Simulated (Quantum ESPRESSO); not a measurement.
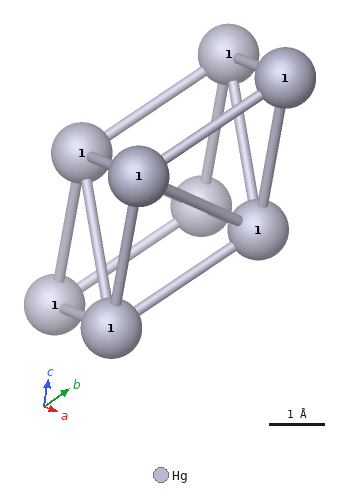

The structure (ball-and-stick view of the reduced cell, seen slightly off an axis; atoms are numbered from 1 in the order of the input). An atom can appear more than once, as a periodic image. Near neighbours in the periodic cell (some may lie outside the picture): Hg has 12 Hg at 3.23 to 3.57 Å.

**Run report: Hg, projected density-of-states run**

The run: projected density-of-states run of Hg (1 atom in the cell). Method and program: Kohn-Sham DFT of a periodic cell, revPBE, SG15 PBE 1.2 (Quantum ESPRESSO 7.5).

The structure derives from a Materials Project entry.

### Input file
```
&CONTROL
  calculation = 'scf'
  prefix = 'pwscf'
  outdir = './tmp'
  pseudo_dir = './pseudo'
  tprnfor = .true.
  tstress = .true.
  disk_io = 'low'
/
&SYSTEM
  ibrav = 0
  nat = 1
  ntyp = 1
  ecutwfc = 66
  nbnd = 16
  input_dft = 'revpbe'
  occupations = 'smearing'
  smearing = 'fd'
  degauss = 0.00734986
/
&ELECTRONS
  conv_thr = 2d-10
  electron_maxstep = 120
  mixing_beta = 0.5
/
ATOMIC_SPECIES
Hg   200.5920 Hg_ONCV_PBE-1.2.upf
CELL_PARAMETERS bohr
   0.0907712181    4.3057201313    4.8959365532
   4.5462553195   -0.0036486076    4.9903563789
   4.3859736251    4.2398582625    0.1566330868
ATOMIC_POSITIONS bohr
Hg     0.0000000000    0.0000000000    0.0000000000
K_POINTS automatic
10 9 10 0 0 0
```

### File nscf.in
```
&CONTROL
  calculation = 'nscf'
  prefix = 'pwscf'
  outdir = './tmp'
  pseudo_dir = './pseudo'
  disk_io = 'low'
/
&SYSTEM
  ibrav = 0
  nat = 1
  ntyp = 1
  ecutwfc = 66
  nbnd = 16
  input_dft = 'revpbe'
  occupations = 'tetrahedra_opt'
/
&ELECTRONS
  conv_thr = 1d-08
  electron_maxstep = 120
  mixing_beta = 0.5
/
ATOMIC_SPECIES
Hg   200.5920 Hg_ONCV_PBE-1.2.upf
CELL_PARAMETERS bohr
   0.0907712181    4.3057201313    4.8959365532
   4.5462553195   -0.0036486076    4.9903563789
   4.3859736251    4.2398582625    0.1566330868
ATOMIC_POSITIONS bohr
Hg     0.0000000000    0.0000000000    0.0000000000
K_POINTS automatic
15 14 15 0 0 0
```

### File projwfc.in
```
&PROJWFC
  prefix = 'pwscf'
  outdir = './tmp'
  filpdos = 'p'
  Emin = -3
  Emax = 22
  DeltaE = 0.05
/
```

Machine: 1 thread of Intel Xeon (Granite Rapids), 16 GiB of memory available, shared host.

Run as:
```bash
OMP_NUM_THREADS=1 pw.x -in pw.in > pw.out
OMP_NUM_THREADS=1 pw.x -in nscf.in > nscf.out
OMP_NUM_THREADS=1 projwfc.x -in projwfc.in > projwfc.out
```

### Log
```
This program is part of the open-source Quantum ESPRESSO suite
     for quantum simulation of materials; please cite
         "P. Giannozzi et al., J. Phys.:Condens. Matter 21 395502 (2009);
         "P. Giannozzi et al., J. Phys.:Condens. Matter 29 465901 (2017);
         "P. Giannozzi et al., J. Chem. Phys. 152 154105 (2020);
          URL
     in publications or presentations arising from this work. More details at

     IMPORTANT: XC functional enforced from input :
     Exchange-correlation= REVPBE
                           (   1   4   4   4   0   0   0)
     Any further DFT definition will be discarded
     Please, verify this is what you really want

     Message from routine setup:
     using ibrav=0 with symmetry is DISCOURAGED, use correct ibrav instead

     G-vector sticks info
     --------------------
     sticks:   dense  smooth     PW     G-vecs:    dense   smooth      PW
     Sum         759     759    247                13303    13303    2459

     Using Slab Decomposition

     bravais-lattice index     =            0
     lattice parameter (alat)  =       6.5206  a.u.
     unit-cell volume          =     183.7049 (a.u.)^3
     number of atoms/cell      =            1
     number of atomic types    =            1
     number of electrons       =        20.00
     number of Kohn-Sham states=           16
     kinetic-energy cutoff     =      66.0000  Ry
     charge density cutoff     =     264.0000  Ry
     scf convergence threshold =      2.0E-10
     mixing beta               =       0.5000
     number of iterations used =            8  plain     mixing
     Exchange-correlation= REVPBE
                           (   1   4   4   4   0   0   0)

     celldm(1)=   6.520557  celldm(2)=   0.000000  celldm(3)=   0.000000
     celldm(4)=   0.000000  celldm(5)=   0.000000  celldm(6)=   0.000000

     crystal axes: (cart. coord. in units of alat)
               a(1) = (   0.013921   0.660330   0.750846 )
               a(2) = (   0.697219  -0.000560   0.765327 )
               a(3) = (   0.672638   0.650229   0.024021 )

     reciprocal axes: (cart. coord. in units 2 pi/alat)
               b(1) = ( -0.751032  0.751618  0.684746 )
               b(2) = (  0.712864 -0.761690  0.656650 )
               b(3) = (  0.763312  0.773970 -0.694818 )

     PseudoPot. # 1 for Hg read from file:
     Hg_ONCV_PBE-1.2.upf
     Pseudo is Norm-conserving, Zval = 20.0
     Generated using ONCVPSP code by D. R. Hamann
     Using radial grid of  602 points,  8 beta functions with:
                l(1) =   0
                l(2) =   0
                l(3) =   1
                l(4) =   1
                l(5) =   2
                l(6) =   2
                l(7) =   3
                l(8) =   3

     atomic species   valence    mass     pseudopotential
     Hg               20.00   200.59200     Hg( 1.00)

      2 Sym. Ops., with inversion, found

   Cartesian axes

     site n.     atom                  positions (alat units)
         1        Hg     tau(   1) = (   0.0000000   0.0000000   0.0000000  )

     number of k points=   452  Fermi-Dirac smearing, width (Ry)=  0.0073

     Number of k-points >= 100: set verbosity='high' to print them.

     Dense  grid:    13303 G-vectors     FFT dimensions: (  36,  36,  32)

     Initial potential from superposition of free atoms

     starting charge      19.9810, renormalised to      20.0000
     Starting wfcs are random

     Self-consistent Calculation

     iteration #  1     ecut=    66.00 Ry     beta= 0.50
     Davidson diagonalization with overlap
     ethr =  1.00E-02,  avg # of iterations =  8.1

     Threshold (ethr) on eigenvalues was too large:
     Diagonalizing with lowered threshold

     Davidson diagonalization with overlap
     ethr =  5.11E-05,  avg # of iterations =  5.2

     total energy              =    -310.32345896 Ry
     estimated scf accuracy    <       0.00552321 Ry

     iteration #  2     ecut=    66.00 Ry     beta= 0.50
     Davidson diagonalization with overlap
     ethr =  2.76E-05,  avg # of iterations =  2.0

     total energy              =    -310.32479398 Ry
     estimated scf accuracy    <       0.00040486 Ry

     iteration #  3     ecut=    66.00 Ry     beta= 0.50
     Davidson diagonalization with overlap
     ethr =  2.02E-06,  avg # of iterations =  3.1

     total energy              =    -310.32486039 Ry
     estimated scf accuracy    <       0.00008834 Ry

     iteration #  4     ecut=    66.00 Ry     beta= 0.50
     Davidson diagonalization with overlap
     ethr =  4.42E-07,  avg # of iterations =  2.0

     total energy              =    -310.32486985 Ry
     estimated scf accuracy    <       0.00000363 Ry

     iteration #  5     ecut=    66.00 Ry     beta= 0.50
     Davidson diagonalization with overlap
     ethr =  1.82E-08,  avg # of iterations =  2.3

     total energy              =    -310.32486620 Ry
     estimated scf accuracy    <       0.00002044 Ry

     iteration #  6     ecut=    66.00 Ry     beta= 0.50
     Davidson diagonalization with overlap
     ethr =  1.82E-08,  avg # of iterations =  2.0

     total energy              =    -310.32486938 Ry
     estimated scf accuracy    <       0.00000018 Ry

     iteration #  7     ecut=    66.00 Ry     beta= 0.50
     Davidson diagonalization with overlap
     ethr =  8.97E-10,  avg # of iterations =  2.0

     End of self-consistent calculation

     Number of k-points >= 100: set verbosity='high' to print the bands.

     the Fermi energy is    12.2112 ev

!    total energy              =    -310.32486942 Ry
     estimated scf accuracy    <          5.2E-11 Ry
     smearing contrib. (-TS)   =      -0.00058168 Ry
     internal energy E=F+TS    =    -310.32428774 Ry

     The total energy is F=E-TS. E is the sum of the following terms:
     one-electron contribution =    -163.56259721 Ry
     hartree contribution      =      83.84635821 Ry
     xc contribution           =     -27.49970513 Ry
     ewald contribution        =    -203.10834361 Ry

     convergence has been achieved in   7 iterations

     Forces acting on atoms (cartesian axes, Ry/au):

     atom    1 type  1   force =     0.00000000    0.00000000    0.00000000

     Total force =     0.000000     Total SCF correction =     0.000000

     Computing stress (Cartesian axis) and pressure

          total   stress  (Ry/bohr**3)                   (kbar)     P=       27.26
   0.00018717   0.00000069  -0.00001305           27.53        0.10       -1.92
   0.00000069   0.00017462   0.00000295            0.10       25.69        0.43
  -0.00001305   0.00000295   0.00019405           -1.92        0.43       28.55

=------------------------------------------------------------------------------=
   JOB DONE.
=------------------------------------------------------------------------------=
```

### File nscf.out
```
This program is part of the open-source Quantum ESPRESSO suite
     for quantum simulation of materials; please cite
         "P. Giannozzi et al., J. Phys.:Condens. Matter 21 395502 (2009);
         "P. Giannozzi et al., J. Phys.:Condens. Matter 29 465901 (2017);
         "P. Giannozzi et al., J. Chem. Phys. 152 154105 (2020);
          URL
     in publications or presentations arising from this work. More details at

     IMPORTANT: XC functional enforced from input :
     Exchange-correlation= REVPBE
                           (   1   4   4   4   0   0   0)
     Any further DFT definition will be discarded
     Please, verify this is what you really want

     Atomic positions and unit cell read from directory:
     ./tmp/pwscf.save/

     Message from routine setup:
     using ibrav=0 with symmetry is DISCOURAGED, use correct ibrav instead
     [opt_tetra]  Optimized tetrahedron method is used.

     G-vector sticks info
     --------------------
     sticks:   dense  smooth     PW     G-vecs:    dense   smooth      PW
     Sum         759     759    247                13303    13303    2469

     Using Slab Decomposition

     bravais-lattice index     =            0
     lattice parameter (alat)  =       6.5206  a.u.
     unit-cell volume          =     183.7049 (a.u.)^3
     number of atoms/cell      =            1
     number of atomic types    =            1
     number of electrons       =        20.00
     number of Kohn-Sham states=           16
     kinetic-energy cutoff     =      66.0000  Ry
     charge density cutoff     =     264.0000  Ry
     Exchange-correlation= REVPBE
                           (   1   4   4   4   0   0   0)

     celldm(1)=   6.520557  celldm(2)=   0.000000  celldm(3)=   0.000000
     celldm(4)=   0.000000  celldm(5)=   0.000000  celldm(6)=   0.000000

     crystal axes: (cart. coord. in units of alat)
               a(1) = (   0.013921   0.660330   0.750846 )
               a(2) = (   0.697219  -0.000560   0.765327 )
               a(3) = (   0.672638   0.650229   0.024021 )

     reciprocal axes: (cart. coord. in units 2 pi/alat)
               b(1) = ( -0.751032  0.751618  0.684746 )
               b(2) = (  0.712864 -0.761690  0.656650 )
               b(3) = (  0.763312  0.773970 -0.694818 )

     PseudoPot. # 1 for Hg read from file:
     Hg_ONCV_PBE-1.2.upf
     Pseudo is Norm-conserving, Zval = 20.0
     Generated using ONCVPSP code by D. R. Hamann
     Using radial grid of  602 points,  8 beta functions with:
                l(1) =   0
                l(2) =   0
                l(3) =   1
                l(4) =   1
                l(5) =   2
                l(6) =   2
                l(7) =   3
                l(8) =   3

     atomic species   valence    mass     pseudopotential
     Hg               20.00   200.59200     Hg( 1.00)

      2 Sym. Ops., with inversion, found

   Cartesian axes

     site n.     atom                  positions (alat units)
         1        Hg     tau(   1) = (   0.0000000   0.0000000   0.0000000  )

     number of k points=  1576 (tetrahedron method)

     Number of k-points >= 100: set verbosity='high' to print them.

     Dense  grid:    13303 G-vectors     FFT dimensions: (  36,  36,  32)

     The potential is recalculated from file :
     ./tmp/pwscf.save/charge-density

     Starting wfcs are random

     Band Structure Calculation
     Davidson diagonalization with overlap

     ethr =  5.00E-11,  avg # of iterations = 31.1

     End of band structure calculation

     Number of k-points >= 100: set verbosity='high' to print the bands.

     the Fermi energy is    12.2173 ev
     (compare with:    12.2112 eV, computed in scf)

=------------------------------------------------------------------------------=
   JOB DONE.
=------------------------------------------------------------------------------=
```

### Outcome

- outcome: refused by the program
- space group (tolerance 0.01 Å): P-1 (2)
- electrons treated: 20
- free energy: −4222.1849 eV
- Fermi energy: 12.211 eV
- gap on the k-point mesh: none (metallic)
- pressure: 2.73 GPa
- largest force (length of the vector): under 0.001 eV/Å

The program refused the input: “projwave (1): Cannot project on zero atomic wavefunctions!”
